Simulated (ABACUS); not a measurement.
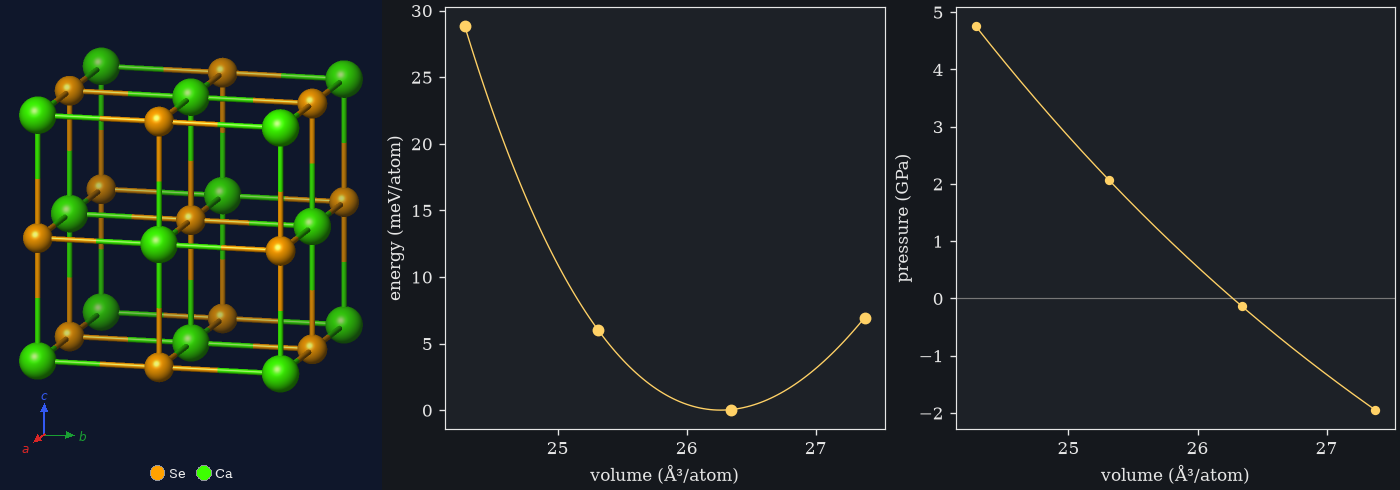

Plotted: energy and pressure against volume for CaSe, space group Fm-3m (No. 225). The conventional cell is drawn beside the plot.

The given structure:
```
Se Ca
1.0
     0.00000    2.95600    2.95600
     2.95600    0.00000    2.95600
     2.95600    2.95600    0.00000
Se Ca
1 1
Direct
  0.50000 0.50000 0.50000
  0.00000 0.00000 0.00000
```

Method: DFT in plane waves or numerical atomic orbitals with pseudopotentials, no spin polarisation; energies at scaled volumes of the given cell, shape and fractions fixed, counted from the fit's minimum, third-order Birch-Murnaghan fit (ABACUS 3.10.1). Level: r2SCAN.

```tsv
setting	value
k mesh	5×5×5
occupations	Fermi–Dirac
smearing width	0.05 eV
potentials	SG15 ONCV 1.2 PBE
wave cutoff	1374 eV
density cutoff	5497 eV
program settings	basis pw
```

**How stiff is the solid, and where is its volume at rest?**

A third-order Birch–Murnaghan fit gives V0 = 26.26 Å³/atom, B0 = 51.6 GPa and B′ = 5.8.

**How does the pressure vary with volume?**

It falls from 4.76 GPa at volume 24.28 Å³/atom to −1.95 GPa at 27.38 Å³/atom, and changes sign near 26.3 Å³/atom.
